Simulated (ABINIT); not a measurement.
## Run report: ZnS, geometry relaxation (part 3 of 3)

The same run, continued: ZnS (4 atoms in the cell); Kohn-Sham DFT of a periodic cell, LDA, PseudoDojo NC SR LDA v0.4.1 standard (ABINIT 10.8.3); cutoff 979.61 eV, 6×6×4 k-mesh, fermi-dirac of 0.05 eV. The structure derives from an entry of the Crystallography Open Database. The run did not end well.

Geometry of the input (Å; fractional positions):
```
3.8110  0.0000  0.0000
-1.9055  3.3004  0.0000
0.0000  0.0000  6.2340
Zn 0.6667  0.3333  0.5000
Zn 0.3333  0.6667  0.0000
S  0.6667  0.3333  0.8850
S  0.3333  0.6667  0.3850
```

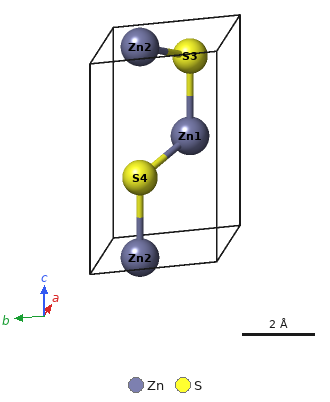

The geometry at step 3 of the log (ball-and-stick view of the cell of the calculation, seen at an oblique angle; atoms are numbered from 1 in the order of the input).

## The program's output, continued
```
--- !ResultsGS
iteration_state: {dtset: 1, itime: 5, icycle: 1, }
comment   : Summary of ground state results
lattice_vectors:
- [  7.0895728,   0.0000000,   0.0000000, ]
- [ -3.5447864,   6.1397502,   0.0000000, ]
- [  0.0000000,   0.0000000,  11.5139068, ]
lattice_lengths: [   7.08957,    7.08957,   11.51391, ]
lattice_angles: [ 90.000,  90.000, 120.000, ] # degrees, (23, 13, 12)
lattice_volume:   5.0117971E+02
convergence: {deltae:  1.035E-11, res2:  1.119E-13, residm:  1.304E-07, diffor: null, }
etotal    :  -4.40078912E+02
entropy   :   0.00000000E+00
fermie    :   1.92563950E-01
cartesian_stress_tensor: # hartree/bohr^3
- [  1.67944172E-07,   1.17427855E-13,   0.00000000E+00, ]
- [  1.17427855E-13,   1.67944402E-07,   0.00000000E+00, ]
- [  0.00000000E+00,   0.00000000E+00,  -9.27849789E-06, ]
pressure_GPa:   8.7700E-02
xred      :
- [  6.6667E-01,   3.3333E-01,   5.0302E-01, Zn]
- [  3.3333E-01,   6.6667E-01,   3.0180E-03, Zn]
- [  6.6667E-01,   3.3333E-01,   8.8198E-01,  S]
- [  3.3333E-01,   6.6667E-01,   3.8198E-01,  S]
cartesian_forces: # hartree/bohr
- [ -7.59607185E-29,  -1.09639853E-27,   2.23136204E-03, ]
- [  5.31725030E-28,   1.35953418E-27,   2.23136204E-03, ]
- [ -7.59607185E-29,  -3.94703472E-28,  -2.23136204E-03, ]
- [ -3.79803593E-28,   1.31567824E-28,  -2.23136204E-03, ]
force_length_stats: {min:   2.23136204E-03, max:   2.23136204E-03, mean:   2.23136204E-03, }
...

 Integrated electronic density in atomic spheres:
 ------------------------------------------------
 Atom  Sphere_radius  Integrated_density
    1        2.00000         18.17796051
    2        2.00000         18.17796051
    3        2.00000          3.96663338
    4        2.00000          3.96663338

---OUTPUT-----------------------------------------------------------------------

 Cartesian coordinates (xcart) [bohr]
  3.54478640379738E+00  2.04658338444554E+00  5.79170261377294E+00
 -3.28141284198822E-11  4.09316676889108E+00  3.47492006060038E-02
  3.54478640379738E+00  2.04658338444554E+00  1.01550583406995E+01
 -3.28141284198822E-11  4.09316676889108E+00  4.39810492753253E+00
 Reduced coordinates (xred)
  6.66666666666667E-01  3.33333333333333E-01  5.03018019958832E-01
  3.33333333333333E-01  6.66666666666667E-01  3.01801995883167E-03
  6.66666666666667E-01  3.33333333333333E-01  8.81981980041168E-01
  3.33333333333333E-01  6.66666666666667E-01  3.81981980041168E-01
 Cartesian forces (fcart) [Ha/bohr]; max,rms= 2.23136E-03 1.28828E-03 (free atoms)
 -7.59607185430808E-29 -1.09639853247635E-27  2.23136203799820E-03
  5.31725029801566E-28  1.35953418027418E-27  2.23136203799820E-03
 -7.59607185430808E-29 -3.94703471691875E-28 -2.23136203799820E-03
 -3.79803592715404E-28  1.31567823894044E-28 -2.23136203799820E-03
 Gradient of E wrt nuclear positions in reduced coordinates (gred)
  5.38529044630877E-28  6.46234853557053E-27 -2.56916946013298E-02
 -3.76970331241614E-27 -6.46234853557053E-27 -2.56916946013298E-02
  5.38529044630877E-28  2.15411617852351E-27  2.56916946013298E-02
  2.69264522315439E-27 -2.15411617852351E-27  2.56916946013298E-02
 Scale of Primitive Cell (acell) [bohr]
  7.08957280762758E+00  7.08957280761042E+00  1.15139068263339E+01
 Real space primitive translations (rprimd) [bohr]
  7.08957280762758E+00  0.00000000000000E+00  0.00000000000000E+00
 -3.54478640386301E+00  6.13975015333662E+00  0.00000000000000E+00
  0.00000000000000E+00  0.00000000000000E+00  1.15139068263339E+01
 Unitary Cell Volume (ucvol) [Bohr^3]=  5.01179705124059E+02
 Angles (23,13,12)= [degrees]
  9.00000000000000E+01  9.00000000000000E+01  1.20000000000539E+02
 Lengths [Bohr]
  7.08957280762758E+00  7.08957280761042E+00  1.15139068263339E+01
 Stress tensor in cartesian coordinates (strten) [Ha/bohr^3]
  1.67944171800341E-07  1.17427855050943E-13  0.00000000000000E+00
  1.17427855050943E-13  1.67944401925288E-07  0.00000000000000E+00
  0.00000000000000E+00  0.00000000000000E+00 -9.27849788725892E-06
 Total energy (etotal) [Ha]= -4.40078912185433E+02

 Difference of energy with previous step (new-old):
           Absolute (Ha)=-3.08800E-05
           Relative     =-7.01693E-08

--- Iteration: ( 6/50) Internal Cycle: (1/1)
--------------------------------------------------------------------------------

---SELF-CONSISTENT-FIELD CONVERGENCE--------------------------------------------

--- !BeginCycle
iteration_state: {dtset: 1, itime: 6, icycle: 1, }
solver: {iscf: 7, nstep: 80, nline: 4, wfoptalg: 0, }
tolerances: {tolvrs: 1.00E-12, }
...

     iter   Etot(hartree)      deltaE(h)  residm     vres2
 ETOT  1  -440.07756675541    -4.401E+02 2.296E-05 1.320E+01
 ETOT  2  -440.07864038715    -1.074E-03 4.540E-06 1.848E+00
 ETOT  3  -440.07891668847    -2.763E-04 1.453E-05 4.505E-01
 ETOT  4  -440.07900144027    -8.475E-05 1.923E-06 1.127E-02
 ETOT  5  -440.07900353384    -2.094E-06 4.728E-07 7.509E-04
 ETOT  6  -440.07900357403    -4.019E-08 2.829E-07 2.533E-05
 ETOT  7  -440.07900357827    -4.240E-09 1.833E-07 9.716E-07
 ETOT  8  -440.07900357845    -1.758E-10 1.121E-07 2.538E-08
 ETOT  9  -440.07900357847    -2.353E-11 1.317E-07 1.246E-09
 ETOT 10  -440.07900357845     1.620E-11 4.983E-08 3.800E-11
 ETOT 11  -440.07900357845     3.240E-12 1.226E-07 9.829E-13

 At SCF step   11       vres2   =  9.83E-13 < tolvrs=  1.00E-12 =>converged.

 Cartesian components of stress tensor (hartree/bohr^3)
  sigma(1 1)=  1.60292751E-05  sigma(3 2)=  0.00000000E+00
  sigma(2 2)=  1.60292753E-05  sigma(3 1)=  0.00000000E+00
  sigma(3 3)= -1.14893827E-05  sigma(2 1)=  1.16785429E-13

--- !ResultsGS
iteration_state: {dtset: 1, itime: 6, icycle: 1, }
comment   : Summary of ground state results
lattice_vectors:
- [  7.0930657,   0.0000000,   0.0000000, ]
- [ -3.5465329,   6.1427751,   0.0000000, ]
- [  0.0000000,   0.0000000,  11.5403980, ]
lattice_lengths: [   7.09307,    7.09307,   11.54040, ]
lattice_angles: [ 90.000,  90.000, 120.000, ] # degrees, (23, 13, 12)
lattice_volume:   5.0282792E+02
convergence: {deltae:  3.240E-12, res2:  9.829E-13, residm:  1.226E-07, diffor: null, }
etotal    :  -4.40079004E+02
entropy   :   0.00000000E+00
fermie    :   1.90985289E-01
cartesian_stress_tensor: # hartree/bohr^3
- [  1.60292751E-05,   1.16785429E-13,   0.00000000E+00, ]
- [  1.16785429E-13,   1.60292753E-05,   0.00000000E+00, ]
- [  0.00000000E+00,   0.00000000E+00,  -1.14893827E-05, ]
pressure_GPa:  -2.0172E-01
xred      :
- [  6.6667E-01,   3.3333E-01,   5.0435E-01, Zn]
- [  3.3333E-01,   6.6667E-01,   4.3542E-03, Zn]
- [  6.6667E-01,   3.3333E-01,   8.8065E-01,  S]
- [  3.3333E-01,   6.6667E-01,   3.8065E-01,  S]
cartesian_forces: # hartree/bohr
- [  1.51846625E-28,   3.24374151E-27,   4.67079009E-04, ]
- [  1.51846625E-28,  -2.36705462E-27,   4.67079009E-04, ]
- [ -1.51846625E-28,  -4.38343448E-28,  -4.67079009E-04, ]
- [ -1.51846625E-28,  -4.38343448E-28,  -4.67079009E-04, ]
force_length_stats: {min:   4.67079009E-04, max:   4.67079009E-04, mean:   4.67079009E-04, }
...

 Integrated electronic density in atomic spheres:
 ------------------------------------------------
 Atom  Sphere_radius  Integrated_density
    1        2.00000         18.16856993
    2        2.00000         18.16856993
    3        2.00000          3.96570480
    4        2.00000          3.96570480

---OUTPUT-----------------------------------------------------------------------

 Cartesian coordinates (xcart) [bohr]
  3.54653286723604E+00  2.04759170558197E+00  5.82044868926684E+00
 -3.28305599791752E-11  4.09518341116395E+00  5.02497005056174E-02
  3.54653286723604E+00  2.04759170558197E+00  1.01630025096017E+01
 -3.28305599791752E-11  4.09518341116395E+00  4.39280352084052E+00
 Reduced coordinates (xred)
  6.66666666666667E-01  3.33333333333333E-01  5.04354243294165E-01
  3.33333333333333E-01  6.66666666666667E-01  4.35424329416457E-03
  6.66666666666667E-01  3.33333333333333E-01  8.80645756705836E-01
  3.33333333333333E-01  6.66666666666667E-01  3.80645756705836E-01
 Cartesian forces (fcart) [Ha/bohr]; max,rms= 4.67079E-04 2.69668E-04 (free atoms)
  1.51846624516999E-28  3.24374151302243E-27  4.67079008810166E-04
  1.51846624516999E-28 -2.36705461760886E-27  4.67079008810166E-04
 -1.51846624516999E-28 -4.38343447706786E-28 -4.67079008810166E-04
 -1.51846624516999E-28 -4.38343447706786E-28 -4.67079008810166E-04
 Gradient of E wrt nuclear positions in reduced coordinates (gred)
 -1.07705808926175E-27 -1.93870456067116E-26 -5.39027764861602E-03
 -1.07705808926175E-27  1.50788132496646E-26 -5.39027764861602E-03
  1.07705808926175E-27  2.15411617852351E-27  5.39027764861602E-03
  1.07705808926175E-27  2.15411617852351E-27  5.39027764861602E-03
 Scale of Primitive Cell (acell) [bohr]
  7.09306573450490E+00  7.09306573448774E+00  1.15403979775224E+01
 Real space primitive translations (rprimd) [bohr]
  7.09306573450490E+00  0.00000000000000E+00  0.00000000000000E+00
 -3.54653286730170E+00  6.14277511674592E+00  0.00000000000000E+00
  0.00000000000000E+00  0.00000000000000E+00  1.15403979775224E+01
 Unitary Cell Volume (ucvol) [Bohr^3]=  5.02827923125943E+02
 Angles (23,13,12)= [degrees]
  9.00000000000000E+01  9.00000000000000E+01  1.20000000000539E+02
 Lengths [Bohr]
  7.09306573450490E+00  7.09306573448774E+00  1.15403979775224E+01
 Stress tensor in cartesian coordinates (strten) [Ha/bohr^3]
  1.60292750926057E-05  1.16785429115070E-13  0.00000000000000E+00
  1.16785429115070E-13  1.60292753214782E-05  0.00000000000000E+00
  0.00000000000000E+00  0.00000000000000E+00 -1.14893826966209E-05
 Total energy (etotal) [Ha]= -4.40079003578450E+02

 Difference of energy with previous step (new-old):
           Absolute (Ha)=-9.13930E-05
           Relative     =-2.07674E-07

--- Iteration: ( 7/50) Internal Cycle: (1/1)
--------------------------------------------------------------------------------

---SELF-CONSISTENT-FIELD CONVERGENCE--------------------------------------------

--- !BeginCycle
iteration_state: {dtset: 1, itime: 7, icycle: 1, }
solver: {iscf: 7, nstep: 80, nline: 4, wfoptalg: 0, }
tolerances: {tolvrs: 1.00E-12, }
...

     iter   Etot(hartree)      deltaE(h)  residm     vres2
 ETOT  1  -440.07863593905    -4.401E+02 2.279E-04 1.770E+00
 ETOT  2  -440.07869991240    -6.397E-05 1.001E-06 1.311E+00
 ETOT  3  -440.07901787013    -3.180E-04 7.187E-06 1.933E-02
 ETOT  4  -440.07902218725    -4.317E-06 1.930E-07 3.193E-04
 ETOT  5  -440.07902221755    -3.030E-08 7.663E-08 1.364E-05
 ETOT  6  -440.07902221823    -6.735E-10 9.182E-08 6.217E-07
 ETOT  7  -440.07902221831    -8.180E-11 5.315E-08 1.523E-08
 ETOT  8  -440.07902221830     1.211E-11 8.145E-08 1.409E-09
 ETOT  9  -440.07902221830    -1.137E-13 4.475E-08 3.167E-11
 ETOT 10  -440.07902221830    -5.457E-12 7.323E-08 1.687E-12
 ETOT 11  -440.07902221831    -3.865E-12 3.960E-08 6.945E-14

 At SCF step   11       vres2   =  6.94E-14 < tolvrs=  1.00E-12 =>converged.

 Cartesian components of stress tensor (hartree/bohr^3)
  sigma(1 1)=  1.62037764E-05  sigma(3 2)=  0.00000000E+00
  sigma(2 2)=  1.62037767E-05  sigma(3 1)=  0.00000000E+00
  sigma(3 3)= -1.42780727E-05  sigma(2 1)=  1.16832321E-13

--- !ResultsGS
iteration_state: {dtset: 1, itime: 7, icycle: 1, }
comment   : Summary of ground state results
lattice_vectors:
- [  7.0891071,   0.0000000,   0.0000000, ]
- [ -3.5445535,   6.1393468,   0.0000000, ]
- [  0.0000000,   0.0000000,  11.5510910, ]
lattice_lengths: [   7.08911,    7.08911,   11.55109, ]
lattice_angles: [ 90.000,  90.000, 120.000, ] # degrees, (23, 13, 12)
lattice_volume:   5.0273220E+02
convergence: {deltae: -3.865E-12, res2:  6.945E-14, residm:  3.960E-08, diffor: null, }
etotal    :  -4.40079022E+02
entropy   :   0.00000000E+00
fermie    :   1.91040317E-01
cartesian_stress_tensor: # hartree/bohr^3
- [  1.62037764E-05,   1.16832321E-13,   0.00000000E+00, ]
- [  1.16832321E-13,   1.62037767E-05,   0.00000000E+00, ]
- [  0.00000000E+00,   0.00000000E+00,  -1.42780727E-05, ]
pressure_GPa:  -1.7780E-01
xred      :
- [  6.6667E-01,   3.3333E-01,   5.0489E-01, Zn]
- [  3.3333E-01,   6.6667E-01,   4.8933E-03, Zn]
- [  6.6667E-01,   3.3333E-01,   8.8011E-01,  S]
- [  3.3333E-01,   6.6667E-01,   3.8011E-01,  S]
cartesian_forces: # hartree/bohr
- [  3.03862837E-28,  -1.22804703E-27,  -1.54578746E-04, ]
- [ -3.03862837E-28,   5.26305872E-28,  -1.54578746E-04, ]
- [  0.00000000E+00,   3.50870581E-28,   1.54578746E-04, ]
- [  0.00000000E+00,   3.50870581E-28,   1.54578746E-04, ]
force_length_stats: {min:   1.54578746E-04, max:   1.54578746E-04, mean:   1.54578746E-04, }
...

 Integrated electronic density in atomic spheres:
 ------------------------------------------------
 Atom  Sphere_radius  Integrated_density
    1        2.00000         18.17158806
    2        2.00000         18.17158806
    3        2.00000          3.95835909
    4        2.00000          3.95835909

---OUTPUT-----------------------------------------------------------------------

 Cartesian coordinates (xcart) [bohr]
  3.54455352677867E+00  2.04644893283610E+00  5.83206847868096E+00
 -3.28120559690969E-11  4.09289786567219E+00  5.65229802622823E-02
  3.54455352677867E+00  2.04644893283610E+00  1.01661925519388E+01
 -3.28120559690969E-11  4.09289786567219E+00  4.39064705352010E+00
 Reduced coordinates (xred)
  6.66666666666667E-01  3.33333333333333E-01  5.04893302310384E-01
  3.33333333333333E-01  6.66666666666667E-01  4.89330231038420E-03
  6.66666666666667E-01  3.33333333333333E-01  8.80106697689616E-01
  3.33333333333333E-01  6.66666666666667E-01  3.80106697689616E-01
 Cartesian forces (fcart) [Ha/bohr]; max,rms= 1.54579E-04 8.92461E-05 (free atoms)
  3.03862836636470E-28 -1.22804703370873E-27 -1.54578746403871E-04
 -3.03862836636470E-28  5.26305871588066E-28 -1.54578746403871E-04
  0.00000000000000E+00  3.50870581060335E-28  1.54578746403871E-04
  0.00000000000000E+00  3.50870581060335E-28  1.54578746403871E-04
 Gradient of E wrt nuclear positions in reduced coordinates (gred)
 -2.15411617852351E-27  8.61646471409404E-27  1.78555316588815E-03
  2.15411617852351E-27 -4.30823235704702E-27  1.78555316588815E-03
 -0.00000000000000E+00 -2.15411617852351E-27 -1.78555316588815E-03
 -0.00000000000000E+00 -2.15411617852351E-27 -1.78555316588815E-03
 Scale of Primitive Cell (acell) [bohr]
  7.08910705359015E+00  7.08910705357299E+00  1.15510909968374E+01
 Real space primitive translations (rprimd) [bohr]
  7.08910705359015E+00  0.00000000000000E+00  0.00000000000000E+00
 -3.54455352684429E+00  6.13934679850829E+00  0.00000000000000E+00
  0.00000000000000E+00  0.00000000000000E+00  1.15510909968374E+01
 Unitary Cell Volume (ucvol) [Bohr^3]=  5.02732204208048E+02
 Angles (23,13,12)= [degrees]
  9.00000000000000E+01  9.00000000000000E+01  1.20000000000539E+02
 Lengths [Bohr]
  7.08910705359015E+00  7.08910705357299E+00  1.15510909968374E+01
 Stress tensor in cartesian coordinates (strten) [Ha/bohr^3]
  1.62037764418459E-05  1.16832320927938E-13  0.00000000000000E+00
  1.16832320927938E-13  1.62037766708052E-05  0.00000000000000E+00
  0.00000000000000E+00  0.00000000000000E+00 -1.42780726998300E-05
 Total energy (etotal) [Ha]= -4.40079022218306E+02

 Difference of energy with previous step (new-old):
           Absolute (Ha)=-1.86399E-05
           Relative     =-4.23557E-08

--- Iteration: ( 8/50) Internal Cycle: (1/1)
--------------------------------------------------------------------------------

---SELF-CONSISTENT-FIELD CONVERGENCE--------------------------------------------

--- !BeginCycle
iteration_state: {dtset: 1, itime: 8, icycle: 1, }
solver: {iscf: 7, nstep: 80, nline: 4, wfoptalg: 0, }
tolerances: {tolvrs: 1.00E-12, }
...

     iter   Etot(hartree)      deltaE(h)  residm     vres2
 ETOT  1  -440.07809554694    -4.401E+02 1.343E-05 5.175E+00
```

## Trajectory as extended XYZ (Å, eV, eV/Å), 7 frames, from step=0 to step=6
```
4
Lattice="3.8110 0.0000 0.0000 -1.9055 3.3004 0.0000 0.0000 0.0000 6.2340" Properties=species:S:1:pos:R:3:forces:R:3 step=0 energy=-11975.08581
Zn    1.9055    1.1001    3.1170    0.0000   0.0000   0.2964
Zn    0.0000    2.2003    0.0000    0.0000   0.0000   0.2964
S     1.9055    1.1001    5.5171    0.0000   0.0000  -0.2964
S     0.0000    2.2003    2.4001    0.0000   0.0000  -0.2964
4
Lattice="3.7978 0.0000 0.0000 -1.8989 3.2890 0.0000 0.0000 0.0000 6.2025" Properties=species:S:1:pos:R:3:forces:R:3 step=1 energy=-11975.11088
Zn    1.8989    1.0963    3.1043    0.0000   0.0000   0.2781
Zn    0.0000    2.1926    0.0030    0.0000   0.0000   0.2781
S     1.8989    1.0963    5.4862    0.0000   0.0000  -0.2781
S     0.0000    2.1926    2.3849    0.0000   0.0000  -0.2781
4
Lattice="3.7368 0.0000 0.0000 -1.8684 3.2361 0.0000 0.0000 0.0000 6.0544" Properties=species:S:1:pos:R:3:forces:R:3 step=2 energy=-11975.15230
Zn    1.8684    1.0787    3.0461    0.0000   0.0000   0.0930
Zn    0.0000    2.1574    0.0189    0.0000   0.0000   0.0930
S     1.8684    1.0787    5.3392    0.0000   0.0000  -0.0930
S     0.0000    2.1574    2.3120    0.0000   0.0000  -0.0930
4
Lattice="3.7497 0.0000 0.0000 -1.8749 3.2473 0.0000 0.0000 0.0000 6.0871" Properties=species:S:1:pos:R:3:forces:R:3 step=3 energy=-11975.15642
Zn    1.8749    1.0824    3.0606    0.0000   0.0000   0.1285
Zn    0.0000    2.1649    0.0171    0.0000   0.0000   0.1285
S     1.8749    1.0824    5.3701    0.0000   0.0000  -0.1285
S     0.0000    2.1649    2.3265    0.0000   0.0000  -0.1285
4
Lattice="3.7516 0.0000 0.0000 -1.8758 3.2490 0.0000 0.0000 0.0000 6.0929" Properties=species:S:1:pos:R:3:forces:R:3 step=4 energy=-11975.15726
Zn    1.8758    1.0830    3.0648    0.0000   0.0000   0.1147
Zn    0.0000    2.1660    0.0184    0.0000   0.0000   0.1147
S     1.8758    1.0830    5.3738    0.0000   0.0000  -0.1147
S     0.0000    2.1660    2.3274    0.0000   0.0000  -0.1147
4
Lattice="3.7535 0.0000 0.0000 -1.8767 3.2506 0.0000 0.0000 0.0000 6.1069" Properties=species:S:1:pos:R:3:forces:R:3 step=5 energy=-11975.15975
Zn    1.8767    1.0835    3.0800    0.0000   0.0000   0.0240
Zn    0.0000    2.1671    0.0266    0.0000   0.0000   0.0240
S     1.8767    1.0835    5.3780    0.0000   0.0000  -0.0240
S     0.0000    2.1671    2.3246    0.0000   0.0000  -0.0240
4
Lattice="3.7514 0.0000 0.0000 -1.8757 3.2488 0.0000 0.0000 0.0000 6.1126" Properties=species:S:1:pos:R:3:forces:R:3 step=6 energy=-11975.16025
Zn    1.8757    1.0829    3.0862    0.0000   0.0000  -0.0079
Zn    0.0000    2.1659    0.0299    0.0000   0.0000  -0.0079
S     1.8757    1.0829    5.3797    0.0000   0.0000   0.0079
S     0.0000    2.1659    2.3234    0.0000   0.0000   0.0079
```

## What the run reported

- outcome: stopped at the time limit
- space group (tolerance 0.01 Å): P6₃mc (186)
- electrons treated: 52
- free energy: −11975.1603 eV
- Fermi energy: 5.198 eV
- gap on the k-point mesh: 2.21 eV
- pressure: −0.18 GPa
- final volume: 74.50 Å³
- largest force (length of the vector) at the end: 0.008 eV/Å
- final cell: a = 3.751 Å, b = 3.751 Å, c = 6.113 Å, α = 90.00°, β = 90.00°, γ = 120.00°
- hardware: 1 thread of Arm Neoverse V1, 24 GiB of memory available, shared host
- wall time: 25 min
- peak memory: 0.16 GiB

The run was cut off by its time limit, so the output is incomplete.
